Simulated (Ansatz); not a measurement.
# Single-point calculation of SnS$_{2}$

The run: single-point calculation of SnS$_{2}$ (P-3m1, 3 atoms in the cell). Method and program: DFT PBE, scalar-relativistic, plane waves, PAW, no spin polarisation (Ansatz 0.2.0).

The structure derives from a Materials Project entry. Figures and captions count atoms from 1; the log counts them from 0 in places.

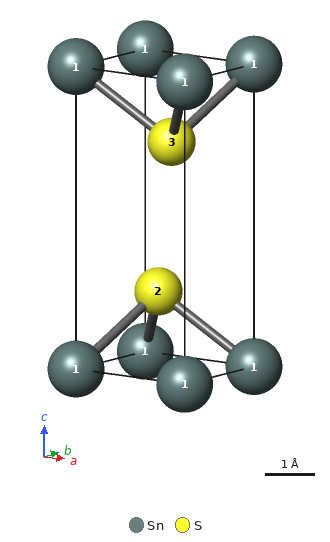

The structure (ball-and-stick view of the cell of the calculation, seen slightly off an axis; atoms are numbered from 1 in the order of the input). An atom can appear more than once, as a periodic image.

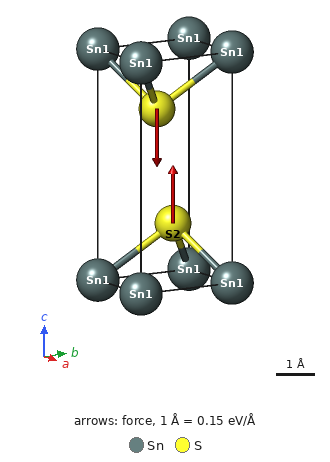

Forces on the atoms as red arrows (ball-and-stick view of the cell of the calculation, seen slightly off an axis; atoms are numbered from 1 in the order of the input). The largest act on S2, S3 (0.24 eV/Å). The geometry is not a stationary point of this energy.

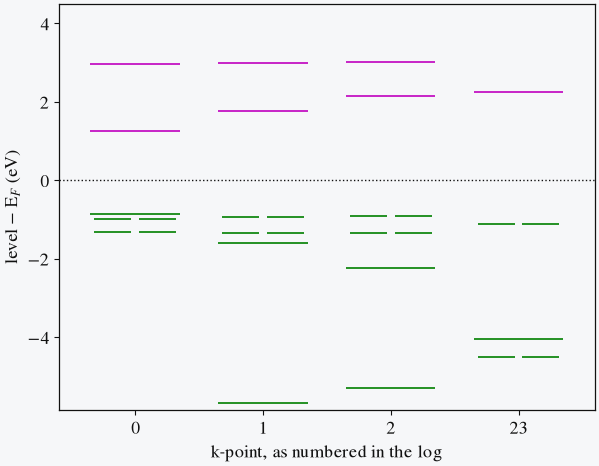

Kohn–Sham levels near the Fermi level (dotted) at the few k-points that the log prints; levels within 0.02 eV of each other stand side by side. Among these points the highest filled and lowest empty levels are 2.13 eV apart; the gap on the full mesh, 1.61 eV, has an edge at a point that isn't printed.

The input and output of the run follow.

## Input file
```yaml
crystal:
  lattice:
    - [3.6743056006, 0.0, 0.0]
    - [-1.8371528003, 3.1820419914, 0.0]
    - [0.0, 0.0, 6.22883184]
  atoms:
    - { symbol: Sn, position: [0.0, 0.0, 0.0] }
    - { symbol: S, position: [0.33333333, 0.66666667, 0.23465347] }
    - { symbol: S, position: [0.66666667, 0.33333333, 0.76534653] }
basis:
  ecutwfc: 420
kpoints:
  mp_grid: { grid: [6, 6, 4] }
hamiltonian:
  xc: pbe
scf:
  occupations: { method: gaussian, width: 0.1 }
output:
  forces: true
  stress: true
  eigenvalues: true
```

Command:
```bash
ansatz run input.yaml --threads 4 --pin off --max-ram 10240MiB --backend cpu --events-out ev --progress --plain --runs-dir out
```

## Log
```
Engine: ansatz 0.2.0, aarch64-unknown-linux-gnu
Pseudopotentials: kind: paw
Pseudopotential: Sn, paw, valence charge 14, recommended cutoff 420 eV (normal), Sn.paw.azcp
Pseudopotential: S, paw, valence charge 6, recommended cutoff 420 eV (normal), S.paw.azcp
Functional definition: PBE
  parameter kappa = 0.804
  parameter beta = 0.06672455060314922
  exchange = pbe_x(kappa = kappa, mu = beta*pi^2/3)
  correlation = pbe_c(beta = beta)
Crystal: 3 atoms, lattice volume = 72.826 Å³
Basis set: ecut = 420 eV, 1425 PW (Γ), exchange–correlation on 50×50×90 points (8 copies of the dense FFT grid, shifted against one another)
Bands: 17, of which v1, the nominal top of the filled ones, is band 13 counted from 1 (12 counted from 0)
Symmetry: 12 space group operations
Space group: P-3m1 (ITA 164), of the structure as read, at distance tolerance 4.2e-5 Å
k-points: 24 of 144
Non-local potential: Sn, projectors of the file, l = 0: 2, l = 1: 2, l = 2: 2, l = 3: 2
Non-local potential: S, projectors of the file, l = 0: 2, l = 1: 2, l = 2: 2
PAW form: soft (Blöchl's): semilocal exchange-correlation on the pseudo side does not see the compensation charge
PAW one-centre angular grid: Sn, 590 points (default); XC on 64 Gauss nodes
PAW one-centre angular grid: S, 110 points (default); XC on 64 Gauss nodes
Initial density: superposition of atomic densities (neutral atoms: chi_scale 0, normalization atom), corrected by the library's trained network
Initial wavefunctions: pseudopotential atomic-orbital guess
Functional: x = pbe(κ = 0.804, μ = 0.2195149727645171), c = pbe(β = 0.06672455060314922)
SCF iter   1: F=—  HF=-7829.455027 eV  |F-HF|=—  |Δ(HF+E_count)|=         —  Δρ=1.12e-3  dr2=5.24e-4  ethr=1.77e-3  ⟨swp⟩=5.8  Hψ=2267  notcnv=0
preconditioner: auto → Resta (q_TF=auto, 2.298 Å⁻¹)  ε∞=2.9  [insulator: Δε(μ)=1.607 eV  Ē_g=16.033 eV  σ=0.100 eV  W_gap=1.00  n_scr=22 (ndim 8)  ℏωp=22.2 eV  f_vac=0.061  D(μ)=0.00/eV (n_scr^D=0)  ε∞_Penn≈2.9]
SCF iter   2: F=—  HF=-7829.454520 eV  |F-HF|=—  |Δ(HF+E_count)|=   5.06e-4  Δρ=6.12e-4  dr2=1.91e-4  ethr=2.02e-6  ⟨swp⟩=2.1  Hψ=918  notcnv=0
SCF iter   3: F=—  HF=-7829.454644 eV  |F-HF|=—  |Δ(HF+E_count)|=   1.24e-4  Δρ=2.41e-4  dr2=1.80e-5  ethr=7.34e-7  ⟨swp⟩=2.0  Hψ=720  notcnv=0
SCF iter   4: F=—  HF=-7829.454620 eV  |F-HF|=—  |Δ(HF+E_count)|=   2.38e-5  Δρ=6.91e-5  dr2=3.53e-6  ethr=6.91e-8  ⟨swp⟩=2.0  Hψ=584  notcnv=0
SCF iter   5: F=—  HF=-7829.454621 eV  |F-HF|=—  |Δ(HF+E_count)|=   4.96e-7  Δρ=2.24e-5  dr2=3.00e-7  ethr=1.36e-8  ⟨swp⟩=2.0  Hψ=529  notcnv=0
SCF iter   6: F=-7829.454621 eV  HF=-7829.454621 eV  |F-HF|=7.16e-9  |Δ(HF+E_count)|=   5.56e-8  Δρ=3.01e-6  dr2=8.55e-9  ethr=3.85e-10  ⟨swp⟩=6.0  Hψ=2050  notcnv=0
SCF 1 converged in 6 iterations: F = -7829.454621 eV  dr2 = 8.55e-9
  greatest PAW one-centre occupation: 0.993 electrons in one spin orbital (limit 2), on the Sn atom at site 0 (counted from 0), in its partial waves of l = 2
SCF converged after 6 iterations
Free energy (F): -7829.454621 eV
Harris-Foulkes:  -7829.454621 eV  (|F-HF|=7.16e-9)
Internal energy: -7829.454621 eV  (E = F + TS)
E sigma→0 (E₀):  -7829.454621 eV
Fermi energy:    6.258369 eV
--- Per-component energies (eV) ---
  E_band       = -141.323296
  E_kinetic    = 400.621080
  E_local      = -1784.518268  (includes V_loc(G=0)·N_el)
  E_nonlocal   = 27.002046
  E_hartree    = 929.682110
  E_xc         = -574.665264
  E_vxc        = -268.684233  (∫ρ·V_xc dr)
  E_paw        = -5343.354225  (= ΣΔE_a)
  E_vpaw       = -375.109363  (= ΣTr[D̂ρ^β])
  E_aug_tail   = 0.000003  (compensation charges beyond the density's cutoff)
  E_ewald      = -1484.222103
  E_smearing   = -0.000000  (= −TS)
  E_closure    = 0.000000  (closes the sum)
  Σ components = -7829.454621   (vs F -7829.454621, Δ=0.00e0)
--- Forces (eV/Å), atoms counted from 1 ---
  atom   1  Sn     0.00000000     0.00000000     0.00000000
  atom   2  S      0.00000000     0.00000000     0.23742036
  atom   3  S      0.00000000    -0.00000000    -0.23742036
  max |Σ_I F_I| component: 3.94e-31 eV/Å
--- Stress (GPa, compression-positive) ---
        2.138472      -0.000000       0.000000
        0.000000       2.138472      -0.000000
        0.000000      -0.000000       2.267698
  P = ⅓ Tr σ = 2.1815 GPa (21.815 kbar)
--- Band table (eV; the first three rows and the last of 24) ---
  k-point 0: bands = ["-15.3136", "-15.3136", "-15.2742", "-15.2481", "-15.2481", "-8.0438", "-6.1217", "0.2954", "4.9427", "4.9427", "5.2762", "5.2762", "5.3888", "7.5169", "9.2330", "10.9386", "10.9386"]
  k-point 1: bands = ["-15.3136", "-15.3136", "-15.2741", "-15.2481", "-15.2481", "-8.0039", "-6.2137", "0.5905", "4.6708", "4.9211", "4.9211", "5.3096", "5.3096", "8.0378", "9.2530", "10.8691", "10.8691"]
  k-point 2: bands = ["-15.3136", "-15.3136", "-15.2741", "-15.2481", "-15.2481", "-7.9606", "-6.3072", "0.9501", "4.0319", "4.9026", "4.9026", "5.3400", "5.3400", "8.4165", "9.2694", "10.8021", "10.8021"]
  k-point 23: bands = ["-15.3362", "-15.3362", "-15.2469", "-15.2469", "-15.2254", "-5.6515", "-5.6515", "-1.4603", "1.7507", "1.7507", "2.2196", "5.1400", "5.1400", "8.5047", "11.1728", "11.1728", "12.8092"]
```

## Results in brief

```json
{"quantity": "outcome", "value": "converged"}
{"quantity": "space group (tolerance 0.01 Å)", "value": "P-3m1 (164)"}
{"quantity": "electrons treated", "value": "26"}
{"quantity": "free energy", "value": "−7829.4546 eV"}
{"quantity": "Fermi energy", "value": "6.258 eV"}
{"quantity": "gap on the k-point mesh", "value": "1.61 eV"}
{"quantity": "pressure", "value": "2.18 GPa"}
{"quantity": "largest force (length of the vector)", "value": "0.237 eV/Å"}
{"quantity": "hardware", "value": "4 threads of Arm Neoverse V1, 24 GiB of memory available, shared host"}
{"quantity": "wall time", "value": "0.65 s (CPU time 2.1 s)"}
{"quantity": "peak memory", "value": "0.35 GiB"}
```
